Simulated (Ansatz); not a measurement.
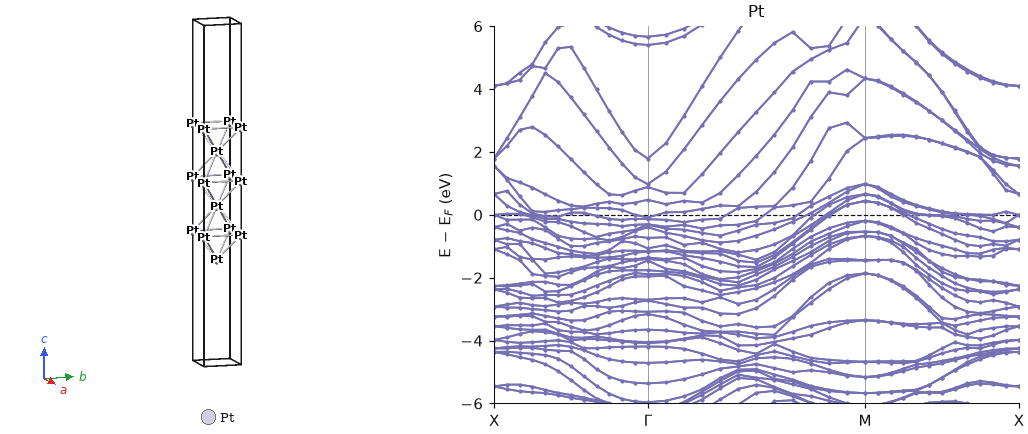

Band structure, beside the structure. Energies are counted from the Fermi level.

The Ansatz input:

```
crystal:
  lattice:
    - [2.8072933492, 0.0, 0.0]
    - [0.0, 2.8072933492, 0.0]
    - [0.0, 0.0, 24.9252808201]
  atoms:
    - { symbol: Pt, position: [0.5, 0.5, 0.3033273664] }
    - { symbol: Pt, position: [0.0, 0.0, 0.3810522718] }
    - { symbol: Pt, position: [0.5, 0.5, 0.4602568228] }
    - { symbol: Pt, position: [0.0, 0.0, 0.539743176] }
    - { symbol: Pt, position: [0.5, 0.5, 0.6189477287] }
    - { symbol: Pt, position: [0.0, 0.0, 0.6966726343] }
basis:
  ecutwfc: 420
kpoints:
  mp_grid: { grid: [12, 12, 1] }
  band_path:
    path: [[0.5, 0, 0], [0, 0, 0], [0.5, 0.5, 0], [0.5, 0, 0]]
    npoints: 12
hamiltonian:
  xc: pbe
scf:
  occupations: { method: gaussian, width: 0.1 }
  n_extra_bands: 36
output:
  forces: true
  eigenvalues: true
  populations: true
  fatbands: true
  write_density: true
  write_potential: true
  elf: true
  volumetric_format: npy
magnetization:
  noncollinear: true
  spin_orbit: true
efield:
  axis: 3
  dipole_correction: true
  ramp_width: 0.04
```

Command:
```bash
ansatz run input.yaml --threads 2 --pin off --max-ram 5632MiB --backend cpu --events-out ev --progress --plain --runs-dir out
```

Question: Is there a gap at the Fermi level?

Answer: A metal: bands cross the Fermi level along this path.

Question: On which lines of the path do bands cross the Fermi level?

Answer: Bands cross the Fermi level on every line of the path.
